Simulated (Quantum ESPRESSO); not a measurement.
# 2H-WS2, 1 layer, rectangular cell, stepped through strain along the second axis, part 4 of 7

Wanted: a table for 2H-WS2, 1 layer, rectangular cell against strain along the second axis, and what can be fitted to it.

Quantum ESPRESSO 7.5; plane-wave DFT, PBE, GBRV ultrasoft pseudopotentials.

So far. Step 2 (Variable-cell relaxation of the reference):  The last row is no step: it is a fresh SCF in the final cell with a new plane-wave basis, -0 meV from the row before. Step 3 (Relaxation with pw.x, -4 %): The relaxation lowers the energy by 4 meV an atom.

## 6. Bands along a path, -4 %

Bands along a path place the edges.

Contents of m0.bands.in:

```
&control
  prefix = 'm0.bands'
  outdir = './out'
  pseudo_dir = './pseudo'
  calculation = 'bands'
/
&system
  ibrav = 0
  nat = 6
  ntyp = 2
  ecutwfc = 40
  ecutrho = 200
  occupations = 'smearing'
  smearing = 'fd'
  degauss = 0.002
  nbnd = 32
/
&electrons
  conv_thr = 1e-07
  mixing_beta = 0.4
  electron_maxstep = 120
  mixing_mode = 'plain'
/
ATOMIC_SPECIES
  S   32.0600  s_pbe_v1.4.uspp.F.UPF
  W   183.8400  w_pbe_v1.2.uspp.F.UPF
CELL_PARAMETERS angstrom
  3.18620864300000 0.00000000000000 0.00000000000000
  0.00000000000000 5.29801667808000 0.00000000000000
  0.00000000000000 0.00000000000000 18.47562023200000
ATOMIC_POSITIONS crystal
  S   0.999999999900 0.334229740600 0.413619222600
  S   0.500000000000 0.834229783500 0.413619218800
  W   0.000000000000 -0.001792859600 0.500000000000
  W   0.500000000000 0.498207144600 0.500000000000
  S   0.999999999900 0.334229740600 0.586380777400
  S   0.500000000000 0.834229783500 0.586380781200
K_POINTS crystal_b
5
  0.0000000000 0.0000000000 0.0000000000 12
  0.5000000000 0.0000000000 0.0000000000 12
  0.5000000000 0.5000000000 0.0000000000 12
  0.0000000000 0.5000000000 0.0000000000 12
  0.0000000000 0.0000000000 0.0000000000 1
```

Run with:

```bash
$ cp -r out/m0.scf.save out/m0.bands.save
$ cp out/m0.scf.xml out/m0.bands.xml
$ OMP_NUM_THREADS=1 mpirun -n 4 pw.x -nk 4 -in m0.bands.in > m0.bands.out
```

The log of the run:

```text
[banner, memory and clock lines left out]
Program PWSCF v.7.5 starts

          URL

     Atomic positions and unit cell read from directory:
     ./out/m0.bands.save/

     Found identity + ( -0.5000 -0.5000 -0.0000) symmetry
     This is a supercell, fractional translations are disabled
     Message from routine setup:
     using ibrav=0 with symmetry is DISCOURAGED, use correct ibrav instead

     G-vector sticks info

     bravais-lattice index     =            0
     lattice parameter (alat)  =       6.0211  a.u.
     unit-cell volume          =    2104.6659 (a.u.)^3
     number of atoms/cell      =            6
     number of atomic types    =            2
     number of electrons       =        52.00
     number of Kohn-Sham states=           32
     kinetic-energy cutoff     =      40.0000  Ry
     charge density cutoff     =     200.0000  Ry
     Exchange-correlation= SLA  PW   PBE  PBE
                           (   1   4   3   4   0   0   0)

     celldm(1)=   6.021062  celldm(2)=   0.000000  celldm(3)=   0.000000
     celldm(4)=   0.000000  celldm(5)=   0.000000  celldm(6)=   0.000000

     crystal axes: (cart. coord. in units of alat)
               a(1) = (   1.000000   0.000000   0.000000 )
               a(2) = (   0.000000   1.662797   0.000000 )
               a(3) = (   0.000000   0.000000   5.798622 )

     reciprocal axes: (cart. coord. in units 2 pi/alat)
               b(1) = (  1.000000  0.000000  0.000000 )
               b(2) = (  0.000000  0.601396  0.000000 )
               b(3) = (  0.000000  0.000000  0.172455 )

     PseudoPot. # 1 for S  read from file:
     ./pseudo/s_pbe_v1.4.uspp.F.UPF
     Pseudo is Ultrasoft + core correction, Zval =  6.0
     Generated by new atomic code, or converted to UPF format
     Using radial grid of  907 points,  6 beta functions with:
                l(1) =   0
                l(2) =   0
                l(3) =   1
                l(4) =   1
                l(5) =   2
                l(6) =   2
     Q(r) pseudized with  8 coefficients,  rinner =    1.300   1.300   1.300
                                                       1.300   1.300

     PseudoPot. # 2 for W  read from file:
     ./pseudo/w_pbe_v1.2.uspp.F.UPF
     Pseudo is Ultrasoft + core correction, Zval = 14.0
     Generated by new atomic code, or converted to UPF format
     Using radial grid of  923 points,  8 beta functions with:
                l(1) =   0
                l(2) =   0
                l(3) =   0
                l(4) =   1
                l(5) =   1
                l(6) =   2
                l(7) =   2
                l(8) =   3
     Q(r) pseudized with  6 coefficients,  rinner =    1.350   1.350   1.350
                                                       1.350   1.350   1.350
                                                       1.350

     atomic species   valence    mass     pseudopotential
     S                 6.00    32.06000     S ( 1.00)
     W                14.00   183.84000     W ( 1.00)

      4 Sym. Ops. (no inversion) found

   Cartesian axes

     site n.     atom                  positions (alat units)
         1        S      tau(   1) = (   1.0000000   0.5557561   2.3984216  )
         2        S      tau(   2) = (   0.5000000   1.3871544   2.3984216  )
         3        W      tau(   3) = (   0.0000000  -0.0029812   2.8993111  )
         4        W      tau(   4) = (   0.5000000   0.8284171   2.8993111  )
         5        S      tau(   5) = (   1.0000000   0.5557561   3.4002006  )
         6        S      tau(   6) = (   0.5000000   1.3871544   3.4002006  )

     number of k points=    49  Fermi-Dirac smearing, width (Ry)=  0.0020
                       cart. coord. in units 2pi/alat
        k(    1) = (   0.0000000   0.0000000   0.0000000), wk =   0.0408163
        k(    2) = (   0.0416667   0.0000000   0.0000000), wk =   0.0408163
        k(    3) = (   0.0833333   0.0000000   0.0000000), wk =   0.0408163
        k(    4) = (   0.1250000   0.0000000   0.0000000), wk =   0.0408163
        k(    5) = (   0.1666667   0.0000000   0.0000000), wk =   0.0408163
        k(    6) = (   0.2083333   0.0000000   0.0000000), wk =   0.0408163
        k(    7) = (   0.2500000   0.0000000   0.0000000), wk =   0.0408163
        k(    8) = (   0.2916667   0.0000000   0.0000000), wk =   0.0408163
        k(    9) = (   0.3333333   0.0000000   0.0000000), wk =   0.0408163
        k(   10) = (   0.3750000   0.0000000   0.0000000), wk =   0.0408163
        k(   11) = (   0.4166667   0.0000000   0.0000000), wk =   0.0408163
        k(   12) = (   0.4583333   0.0000000   0.0000000), wk =   0.0408163
        k(   13) = (   0.5000000   0.0000000   0.0000000), wk =   0.0408163
        k(   14) = (   0.5000000   0.0250582   0.0000000), wk =   0.0408163
        k(   15) = (   0.5000000   0.0501164   0.0000000), wk =   0.0408163
        k(   16) = (   0.5000000   0.0751746   0.0000000), wk =   0.0408163
        k(   17) = (   0.5000000   0.1002327   0.0000000), wk =   0.0408163
        k(   18) = (   0.5000000   0.1252909   0.0000000), wk =   0.0408163
        k(   19) = (   0.5000000   0.1503491   0.0000000), wk =   0.0408163
        k(   20) = (   0.5000000   0.1754073   0.0000000), wk =   0.0408163
        k(   21) = (   0.5000000   0.2004655   0.0000000), wk =   0.0408163
        k(   22) = (   0.5000000   0.2255237   0.0000000), wk =   0.0408163
        k(   23) = (   0.5000000   0.2505819   0.0000000), wk =   0.0408163
        k(   24) = (   0.5000000   0.2756401   0.0000000), wk =   0.0408163
        k(   25) = (   0.5000000   0.3006982   0.0000000), wk =   0.0408163
        k(   26) = (   0.4583333   0.3006982   0.0000000), wk =   0.0408163
        k(   27) = (   0.4166667   0.3006982   0.0000000), wk =   0.0408163
        k(   28) = (   0.3750000   0.3006982   0.0000000), wk =   0.0408163
        k(   29) = (   0.3333333   0.3006982   0.0000000), wk =   0.0408163
        k(   30) = (   0.2916667   0.3006982   0.0000000), wk =   0.0408163
        k(   31) = (   0.2500000   0.3006982   0.0000000), wk =   0.0408163
        k(   32) = (   0.2083333   0.3006982   0.0000000), wk =   0.0408163
        k(   33) = (   0.1666667   0.3006982   0.0000000), wk =   0.0408163
        k(   34) = (   0.1250000   0.3006982   0.0000000), wk =   0.0408163
        k(   35) = (   0.0833333   0.3006982   0.0000000), wk =   0.0408163
        k(   36) = (   0.0416667   0.3006982   0.0000000), wk =   0.0408163
        k(   37) = (   0.0000000   0.3006982   0.0000000), wk =   0.0408163
        k(   38) = (   0.0000000   0.2756401   0.0000000), wk =   0.0408163
        k(   39) = (   0.0000000   0.2505819   0.0000000), wk =   0.0408163
[...]
-0.8103  -0.8102   2.9201   2.9201   3.5335   3.5335   4.1556   4.1557

          k = 0.3750 0.3007 0.0000 (  9030 PWs)   bands (ev):

   -73.8741 -73.8740 -38.3239 -38.3238 -38.1066 -38.1066 -38.0212 -38.0211
   -12.7862 -12.7862 -12.4819 -12.4818  -6.2633  -6.2633  -5.0567  -5.0567
    -4.3984  -4.3984  -3.1349  -3.1349  -2.0891  -2.0891  -1.5023  -1.5023
    -0.8290  -0.8289   2.7374   2.7374   3.4824   3.4824   4.0403   4.0404

          k = 0.3333 0.3007 0.0000 (  9028 PWs)   bands (ev):

   -73.8749 -73.8749 -38.3008 -38.3008 -38.1099 -38.1099 -38.0237 -38.0237
   -12.9288 -12.9288 -12.5230 -12.5230  -6.0407  -6.0407  -4.9048  -4.9048
    -4.3978  -4.3978  -3.1915  -3.1915  -1.9316  -1.9315  -1.7254  -1.7254
    -0.8609  -0.8609   2.5305   2.5305   3.4250   3.4250   3.8382   3.8382

          k = 0.2917 0.3007 0.0000 (  9018 PWs)   bands (ev):

   -73.8759 -73.8759 -38.2740 -38.2740 -38.1137 -38.1137 -38.0264 -38.0264
   -13.0861 -13.0861 -12.5703 -12.5703  -5.7966  -5.7966  -4.7105  -4.7105
    -4.4284  -4.4284  -3.2655  -3.2655  -1.9023  -1.9023  -1.7446  -1.7446
    -0.8885  -0.8885   2.3293   2.3293   3.3530   3.3530   3.5969   3.5969

          k = 0.2500 0.3007 0.0000 (  9004 PWs)   bands (ev):

   -73.8770 -73.8769 -38.2449 -38.2449 -38.1177 -38.1177 -38.0295 -38.0295
   -13.2460 -13.2460 -12.6204 -12.6204  -5.5606  -5.5606  -4.4891  -4.4891
    -4.4787  -4.4787  -3.3443  -3.3443  -2.0112  -2.0111  -1.5568  -1.5568
    -0.8986  -0.8985   2.1579   2.1580   3.2618   3.2618   3.3632   3.3633

          k = 0.2083 0.3007 0.0000 (  8992 PWs)   bands (ev):

   -73.8781 -73.8780 -38.2160 -38.2160 -38.1217 -38.1217 -38.0324 -38.0324
   -13.3983 -13.3982 -12.6699 -12.6699  -5.3762  -5.3762  -4.5459  -4.5459
    -4.2218  -4.2218  -3.4107  -3.4107  -2.0547  -2.0547  -1.4034  -1.4033
    -0.8862  -0.8861   2.0372   2.0373   3.1518   3.1518   3.1761   3.1761

          k = 0.1667 0.3007 0.0000 (  8988 PWs)   bands (ev):

   -73.8790 -73.8790 -38.1889 -38.1889 -38.1255 -38.1254 -38.0350 -38.0350
   -13.5342 -13.5341 -12.7153 -12.7153  -5.2978  -5.2978  -4.5379  -4.5379
    -3.9749  -3.9749  -3.4300  -3.4300  -2.0517  -2.0516  -1.3200  -1.3199
    -0.8578  -0.8578   1.9845   1.9845   3.0275   3.0275   3.0677   3.0678

          k = 0.1250 0.3007 0.0000 (  8962 PWs)   bands (ev):

   -73.8799 -73.8799 -38.1657 -38.1657 -38.1287 -38.1287 -38.0368 -38.0368
   -13.6468 -13.6468 -12.7539 -12.7539  -5.3257  -5.3257  -4.4540  -4.4540
    -3.8257  -3.8256  -3.3220  -3.3220  -2.0226  -2.0225  -1.3304  -1.3304
    -0.8285  -0.8284   2.0090   2.0091   2.8941   2.8941   3.0562   3.0562

          k = 0.0833 0.3007 0.0000 (  8942 PWs)   bands (ev):

   -73.8805 -73.8805 -38.1480 -38.1480 -38.1311 -38.1310 -38.0381 -38.0381
   -13.7310 -13.7310 -12.7832 -12.7832  -5.3931  -5.3931  -4.3524  -4.3524
    -3.7964  -3.7964  -3.0840  -3.0839  -1.9841  -1.9840  -1.4295  -1.4294
    -0.8110  -0.8110   2.1041   2.1042   2.7545   2.7545   3.1304   3.1304

          k = 0.0417 0.3007 0.0000 (  8968 PWs)   bands (ev):

   -73.8810 -73.8809 -38.1371 -38.1371 -38.1327 -38.1327 -38.0390 -38.0390
   -13.7831 -13.7830 -12.8015 -12.8015  -5.4484  -5.4484  -4.2790  -4.2790
    -3.8028  -3.8027  -2.8454  -2.8454  -1.9517  -1.9516  -1.5681  -1.5681
    -0.8065  -0.8065   2.2422   2.2422   2.6119   2.6119   3.2402   3.2402

          k = 0.0000 0.3007 0.0000 (  8960 PWs)   bands (ev):

   -73.8811 -73.8811 -38.1334 -38.1334 -38.1333 -38.1332 -38.0391 -38.0391
   -13.8007 -13.8006 -12.8077 -12.8077  -5.4689  -5.4689  -4.2529  -4.2529
    -3.8073  -3.8073  -2.7383  -2.7382  -1.9389  -1.9388  -1.6411  -1.6411
    -0.8066  -0.8066   2.3443   2.3443   2.5133   2.5133   3.2968   3.2968

          k = 0.0000 0.2756 0.0000 (  8952 PWs)   bands (ev):

   -73.8827 -73.8794 -38.1616 -38.1386 -38.1279 -38.1050 -38.0465 -38.0315
   -13.9493 -13.6468 -12.8706 -12.7429  -5.5398  -5.4523  -4.3440  -4.1082
    -3.9922  -3.6247  -2.8616  -2.6087  -2.0502  -1.8320  -1.7295  -1.5475
    -0.9193  -0.6889   2.3363   2.3821   2.5194   2.5266   3.1971   3.4037

          k = 0.0000 0.2506 0.0000 (  8974 PWs)   bands (ev):

   -73.8843 -73.8778 -38.1892 -38.1441 -38.1225 -38.0774 -38.0538 -38.0243
   -14.0909 -13.4898 -12.9306 -12.6770  -5.6448  -5.4998  -4.3768  -4.1765
    -3.9264  -3.4466  -2.9775  -2.4744  -2.1634  -1.8099  -1.7323  -1.4528
    -1.0163  -0.5767   2.3613   2.4457   2.5424   2.5603   3.1105   3.5121

          k = 0.0000 0.2255 0.0000 (  8956 PWs)   bands (ev):

   -73.8859 -73.8763 -38.2153 -38.1491 -38.1174 -38.0609 -38.0502 -38.0172
   -14.2238 -13.3322 -12.9869 -12.6113  -5.7660  -5.5996  -4.3680  -4.3572
    -3.7226  -3.2743  -3.0848  -2.3373  -2.2752  -1.8809  -1.6419  -1.3620
    -1.0871  -0.4779   2.4206   2.5307   2.5799   2.6146   3.0430   3.6165

          k = 0.0000 0.2005 0.0000 (  8956 PWs)   bands (ev):

   -73.8873 -73.8748 -38.2404 -38.1539 -38.1125 -38.0673 -38.0245 -38.0106
   -14.3464 -13.1766 -13.0389 -12.5469  -5.8914  -5.7296  -4.5310  -4.3436
    -3.5079  -3.1828  -3.1093  -2.3829  -2.1997  -1.9420  -1.5624  -1.2808
    -1.1243  -0.3973   2.5123   2.6285   2.6333   2.6876   2.9990   3.7118

          k = 0.0000 0.1754 0.0000 (  8968 PWs)   bands (ev):

   -73.8887 -73.8735 -38.2633 -38.1584 -38.1081 -38.0736 -38.0044 -38.0007
   -14.4576 -13.0860 -13.0262 -12.4853  -6.0130  -5.8709  -4.6945  -4.3231
    -3.2912  -3.2707  -2.9524  -2.4840  -2.0642  -1.9930  -1.4946  -1.2147
    -1.1250  -0.3364   2.6311   2.6845   2.7499   2.7764   2.9817   3.6243

          k = 0.0000 0.1503 0.0000 (  8950 PWs)   bands (ev):

   -73.8899 -73.8722 -38.2839 -38.1624 -38.1040 -38.0791 -37.9986 -37.9789
   -14.5562 -13.1278 -12.8843 -12.4277  -6.1255  -6.0112  -4.8442  -4.3154
    -3.3479  -3.0798  -2.8047  -2.5760  -2.0347  -1.9339  -1.4384  -1.1679
    -1.0915  -0.2936   2.7443   2.7693   2.8762   2.8772   2.9915   3.4895

          k = 0.0000 0.1253 0.0000 (  8954 PWs)   bands (ev):

   -73.8910 -73.8711 -38.3019 -38.1659 -38.1004 -38.0840 -37.9938 -37.9600
   -14.6413 -13.1638 -12.7546 -12.3758  -6.2253  -6.1423  -4.9771  -4.3215
    -3.4139  -2.8813  -2.6678  -2.6571  -2.0679  -1.8126  -1.3935  -1.1421
    -1.0319  -0.2658   2.8038   2.9167   2.9806   3.0118   3.0253   3.3613

          k = 0.0000 0.1002 0.0000 (  8950 PWs)   bands (ev):

   -73.8919 -73.8702 -38.3171 -38.1690 -38.0973 -38.0881 -37.9896 -37.9438
   -14.7120 -13.1936 -12.6411 -12.3308  -6.3097  -6.2581  -5.0903  -4.3375
    -3.4684  -2.7256  -2.7032  -2.5441  -2.0934  -1.7045  -1.3589  -1.1358
    -0.9577  -0.2490   2.8593   3.0623   3.0764   3.0822   3.1491   3.2452

          k = 0.0000 0.0752 0.0000 (  8934 PWs)   bands (ev):

   -73.8926 -73.8695 -38.3289 -38.1713 -38.0948 -38.0913 -37.9863 -37.9308
   -14.7677 -13.2171 -12.5476 -12.2942  -6.3770  -6.3538  -5.1811  -4.3577
    -3.5111  -2.7802  -2.5535  -2.4376  -2.1121  -1.6139  -1.3334  -1.1443
    -0.8820  -0.2399   2.9070   3.1349   3.1469   3.1731   3.1947   3.2822

          k = 0.0000 0.0501 0.0000 (  8938 PWs)   bands (ev):

   -73.8932 -73.8690 -38.3377 -38.1730 -38.0937 -38.0932 -37.9839 -37.9215
   -14.8078 -13.2340 -12.4778 -12.2672  -6.4258  -6.4254  -5.2475  -4.3765
    -3.5418  -2.8199  -2.4397  -2.3537  -2.1249  -1.5453  -1.3161  -1.1604
    -0.8175  -0.2354   2.9437   3.0720   3.1888   3.2450   3.3020   3.3991

          k = 0.0000 0.0251 0.0000 (  8939 PWs)   bands (ev):

   -73.8935 -73.8686 -38.3428 -38.1741 -38.0952 -38.0921 -37.9824 -37.9160
   -14.8320 -13.2442 -12.4345 -12.2506  -6.4697  -6.4555  -5.2881  -4.3896
    -3.5602  -2.8440  -2.3685  -2.2992  -2.1323  -1.5024  -1.3060  -1.1753
    -0.7743  -0.2336   2.9668   3.0250   3.2267   3.2913   3.3727   3.4826

          k = 0.0000 0.0000 0.0000 (  8939 PWs)   bands (ev):

   -73.8936 -73.8685 -38.3446 -38.1745 -38.0957 -38.0916 -37.9820 -37.9140
   -14.8401 -13.2476 -12.4199 -12.2450  -6.4847  -6.4654  -5.3017  -4.3942
    -3.5664  -2.8521  -2.3441  -2.2802  -2.1347  -1.4878  -1.3028  -1.1812
    -0.7591  -0.2332   2.9747   3.0089   3.2404   3.3072   3.3975   3.5134

     XML data file, pseudopotentials, collected wavefunctions

                                        0.00s GPU  (     638 calls)
```

It took 80 s on 4 MPI ranks of Arm Neoverse V1, shared host; peak memory 0.49 GiB; 5.3 min of CPU time.

Numbers from this step:

* valence top, on the run's zero: 0.1056 eV
* conduction bottom, on the run's zero: 1.985 eV
* gap by band count: 1.879 eV

Band numbers count within the set of bands kept for display. Electronic bands along the path, in eV, zero at the highest filled level of the SCF mesh; v1 is the highest filled band, c1 the lowest empty one:

| point | v4 | v3 | v2 | v1 | c1 | c2 | c3 | c4 |
| --- | --- | --- | --- | --- | --- | --- | --- | --- |
| Γ | -1.36 | -1.24 | -0.82 | -0.29 | 2.91 | 2.95 | 3.18 | 3.25 |
| X | -2.07 | -2.07 | -0.43 | -0.43 | 2.46 | 2.46 | 3.29 | 3.29 |
| S | -1.05 | -1.05 | -0.91 | -0.91 | 3.03 | 3.03 | 3.54 | 3.54 |
| Y | -1.70 | -1.70 | -0.87 | -0.87 | 2.28 | 2.28 | 2.45 | 2.45 |
| Γ | -1.36 | -1.24 | -0.82 | -0.29 | 2.91 | 2.95 | 3.18 | 3.25 |

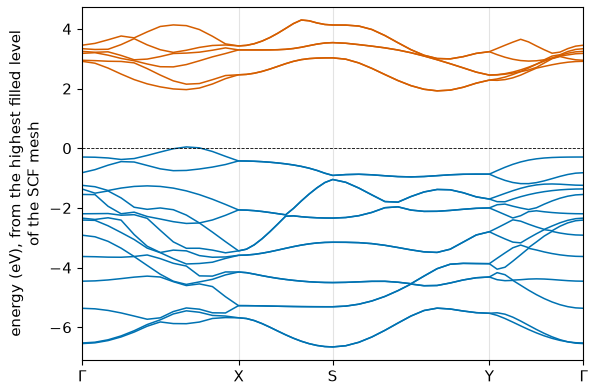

Electronic bands along the path; lines of filled and empty bands in two colours.

Along this path the valence top lies between Γ and X and the conduction bottom between S and Y.

(Part 4 of 7 ends here.)

[Logs are printed without paths, hosts, clocks, repeated set-up lines and the standing remarks that a program may print on its own settings, such as how far it seeks lower states.]

[Hosts, paths, dates, database ids (printed as entryN), source tags and the programs' standing remarks are cut or masked in the printed files.]

[Maps of the electrostatic potential energy from Ansatz leave out the sawtooth potential of an applied field or a dipole correction, so their vacuum need not be flat; planar profiles and work functions include it.]
